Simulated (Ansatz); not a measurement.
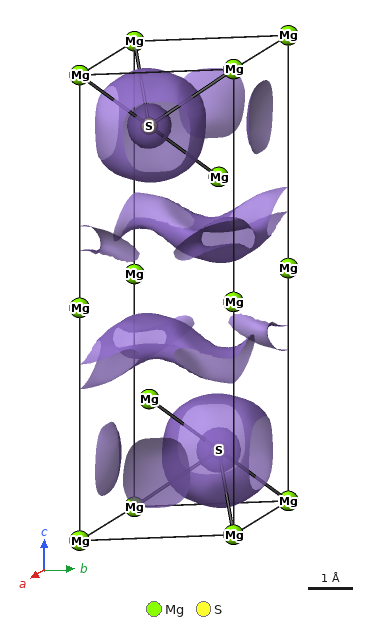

The picture shows: Mg$_{2}$S. Isosurface of the electron localisation function at 0.65 (purple), seen slightly off an axis. Core shells and regions of very low density are left out. Sticks mark near contacts.

Space group P-3m1; a generated structure, not necessarily the stable one.

These are results of DFT r2SCAN, scalar-relativistic, plane waves, PAW in Ansatz 0.2.0, not measurements.

Core electrons are frozen (PAW), and the valence fields are smoothed inside the atomic spheres.

**Describe the localisation domains.**

The ELF exceeds this value in two regions wrapped around S (the valence shell of each) and sheets that run through the cell in two directions, counted in one cell of 6 atoms. Any copies at cell faces, edges or corners count once. Along the contacts the grid gives the following. Mg–S (2.59 Å): the ELF peaks at about 0.90 in the valence shell of S, 0.9 Å from its nucleus, and is about 0.75 at the midpoint.

**How much charge does the calculation move between the atoms?**

Electrons move from Mg towards S. Bader charges: Mg +0.21 to +1.71 and S −1.79 e.
